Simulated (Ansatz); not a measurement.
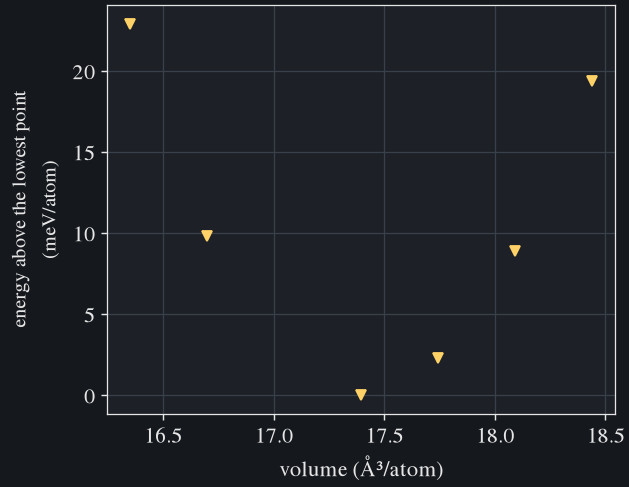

Plotted: energy above the lowest point against volume for Ti, space group Fm-3m (No. 225) (one of a set of cubic test structures, which need not be the stable phase).

Calculation (Ansatz 0.2.0 development build): equation of state of a cubic crystal from periodic Kohn-Sham density functional theory without spin, third-order Birch-Murnaghan fit to the free energies; pressure corrected for the finite basis. Level: PBE.

```tsv
setting	value
structure type	fcc
atoms in cell	1
space group number	225
lattice centring	face-centred primitive
k mesh	23×23×23
occupation method	Fermi–Dirac
occupation width	0.06123 eV
wave cutoff	700 eV
datasets	hard PAW
density tolerance	1e-09 eV
bands	10
density cutoff ratio	4
search for lower states	default
```

The point at volume 17.05 Å³/atom is left out of the plot. What does the calculation give there?

```json
{"volume (Å³/atom)": "17.05", "energy above the lowest point (meV/atom)": "2.4"}
```

Caveats: cubic model structure, not the ambient form.
